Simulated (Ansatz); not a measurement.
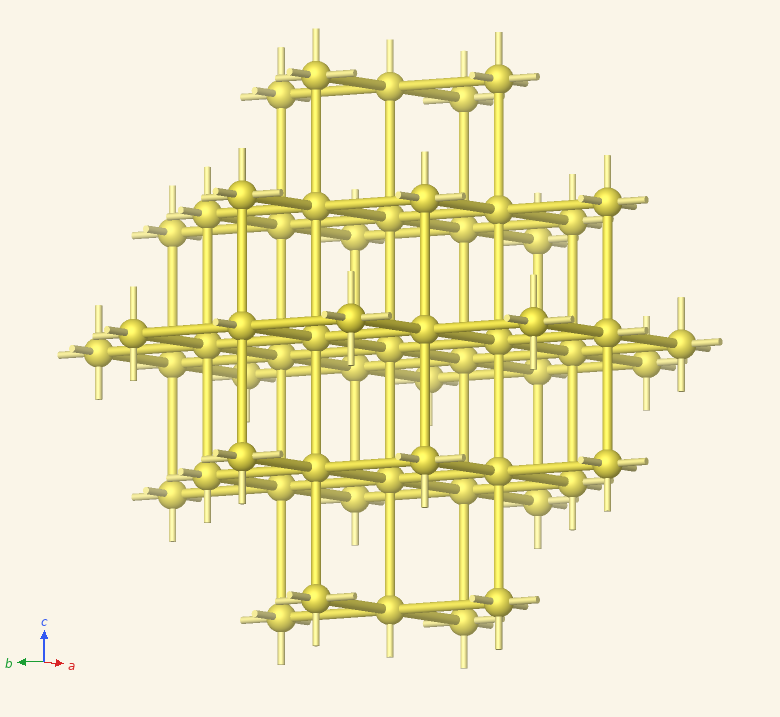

A cut-out of a periodic net derived from a crystal structure. Nodes are coloured by topological kind. Short stubs are edges that leave the cut-out.

Q: Describe the net.

A: A uninodal 6-connected, three-periodic net. It is the pcu net, known from NaCl, ReO3 and the B-X framework of perovskite.

Q: Give point symbol and coordination sequence.

A: 4^12.6^3, sequence 6, 18, 38, 66.

Where the net comes from. System ZnO (space group Fm-3m, No. 225); source of the atomic positions: coordinates from a relaxation with DFT, HSE06, plane waves, PAW in Ansatz; the starting structure was generated, so it need not be a known form of this composition. Bonds are taken as O–Zn below 2.4 Å. Atoms with one bond or none are removed and atoms with two bonds are replaced by edges, until no such atom is left. Zn and O are 6-connected nodes.
